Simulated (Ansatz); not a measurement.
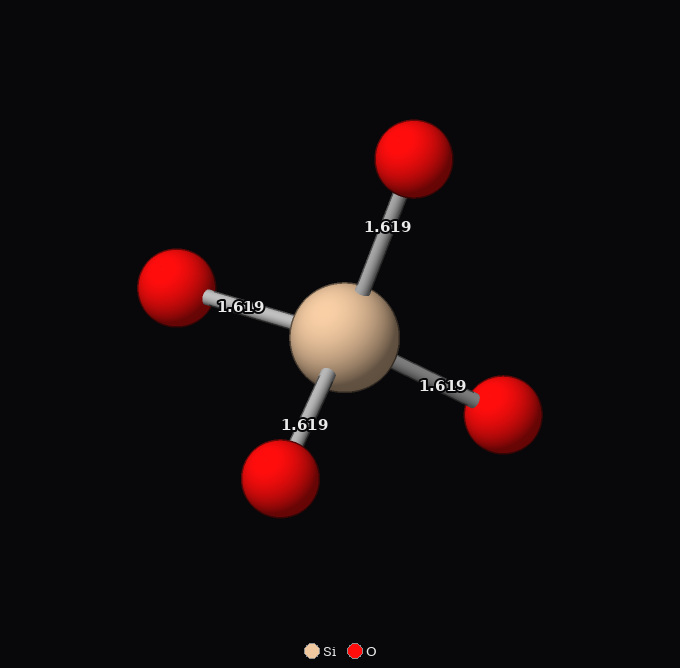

The surroundings of site Si1 (at 0.298, 0.298, 0.000) in SiO2 (P4_12_12, No. 92), with bond lengths in Å.

Origin of the cell: the end point of a relaxation with Ansatz, DFT, PAW plane waves, pbesol.

```
CELL_PARAMETERS angstrom
5.02910 0.00000 0.00000
0.00000 5.02910 0.00000
0.00000 0.00000 7.01324
ATOMIC_POSITIONS crystal
Si 0.29783 0.29783 0.00000
Si 0.20217 0.79783 0.25000
Si 0.70217 0.70217 0.50000
Si 0.79783 0.20217 0.75000
O 0.23972 0.10143 0.17807
O 0.39857 0.73972 0.42807
O 0.76028 0.89857 0.67807
O 0.60143 0.26028 0.92807
O 0.73972 0.39857 0.57193
O 0.89857 0.76028 0.32193
O 0.26028 0.60143 0.07193
O 0.10143 0.23972 0.82193
```

Bond valence s = exp((R0 − d)/b), R0 fitted to published crystal structures with b = 0.37 Å; R0 in Å: Si4+–O 1.620.

> Calculate the bond-valence sum of Si1 from the bonds drawn.

4 × 1.003 = 4.01 v.u., against a formal valence of 4: a close match.

> And over the whole structure?

| site | x, y, z | formal valence | bond-valence sum | difference |
| --- | --- | --- | --- | --- |
| Si1 | 0.298, 0.298, 0.000 | +4 | 4.04 | 0.04 |
| O1 | 0.240, 0.101, 0.178 | −2 | 2.02 | 0.02 |

These sums include all anions within 5 Å. The global instability index (root mean square of the differences over all atoms) is 0.03 v.u.: little strain.
